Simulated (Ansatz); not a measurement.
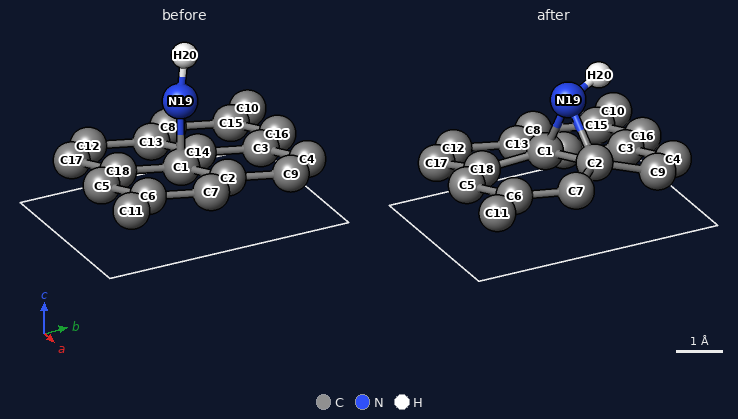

The structure of a slab of composition HC$_{18}$N before (left) and after (right) a relaxation, at one scale.

The picture is a ball-and-stick view of the cell of the calculation, outlined in the plane, without the vacuum (origin shifted), seen slightly off an axis.

It is NH on graphene monolayer, set down by a guess. The run prepares an end point of a later path (molecule hop) calculation, from a guessed geometry.

The calculation used DFT PBE, scalar-relativistic, plane waves, PAW (Ansatz 0.2.0).

Input file:
```yaml
crystal:
  lattice:
    - [7.398, 0.0, 0.0]
    - [-3.699, 6.406856, 0.0]
    - [0.0, 0.0, 12.0]
  atoms:
    - { symbol: C, position: [0.0, 0.0, 0.0833333] }
    - { symbol: C, position: [0.2222222, 0.1111111, 0.0833333] }
    - { symbol: C, position: [0.0, 0.3333333, 0.0833333] }
    - { symbol: C, position: [0.2222222, 0.4444444, 0.0833333] }
    - { symbol: C, position: [0.0, 0.6666667, 0.0833333] }
    - { symbol: C, position: [0.2222222, 0.7777778, 0.0833333] }
    - { symbol: C, position: [0.3333333, 0.0, 0.0833333] }
    - { symbol: C, position: [0.5555556, 0.1111111, 0.0833333] }
    - { symbol: C, position: [0.3333333, 0.3333333, 0.0833333] }
    - { symbol: C, position: [0.5555556, 0.4444444, 0.0833333] }
    - { symbol: C, position: [0.3333333, 0.6666667, 0.0833333] }
    - { symbol: C, position: [0.5555556, 0.7777778, 0.0833333] }
    - { symbol: C, position: [0.6666667, 0.0, 0.0833333] }
    - { symbol: C, position: [0.8888889, 0.1111111, 0.0833333] }
    - { symbol: C, position: [0.6666667, 0.3333333, 0.0833333] }
    - { symbol: C, position: [0.8888889, 0.4444444, 0.0833333] }
    - { symbol: C, position: [0.6666667, 0.6666667, 0.0833333] }
    - { symbol: C, position: [0.8888889, 0.7777778, 0.0833333] }
    - { symbol: "N", position: [0.0047651, -0.0066854, 0.2075] }
    - { symbol: H, position: [0.0182104, 0.0069024, 0.2933333] }
basis:
  ecutwfc: 420.0
kpoints:
  mp_grid: { grid: [2, 2, 1] }
hamiltonian:
  xc: pbe
scf:
  occupations: { method: gaussian, width: 0.05 }
  lower_state_search: "off"
relax:
  f_tol: 0.03
  max_steps: 60
  adjacent_minimum: "off"
```

Run as
```bash
ansatz run input.yaml --threads 1 --pin off --max-ram 3072MiB --backend cpu --events-out ev --progress --plain --runs-dir out
```

**Summarise the run.**

The largest move relative to the layer's centre is that of H20, 1.13 Å at 64° to the normal (−c side). By element the largest moves are H 1.13 Å, N 0.63 Å, C 0.36 Å. The cell stays as it was. Near-neighbour distances that change, for instance: C2–N19 2.041 → 1.493 Å, C18–N19 2.032 → 2.464 Å, C1–C2 1.424 → 1.517 Å, C1–C14 1.424 → 1.465 Å. New bonds form: C2–N19 (2.04 → 1.49 Å). Bond angles that change, for instance: C1–N19–H20 173.5° → 107.6°, C2–C1–N19 88.8° → 59.5°, C18–C1–N19 88.4° → 112.6°. Over 14 geometry steps the energy falls by 3.393 eV per cell of the calculation. The largest force component goes from 2.9 to 0.011 eV/Å. Cost: 54 s on 1 thread of Intel(R) Xeon(R) Platinum 8488C (Sapphire Rapids) (shared host), peak memory 0.71 GiB.

Limits of the set-up: the periodic images lie only 7.4 Å apart, so the values are limited by the cell's size.
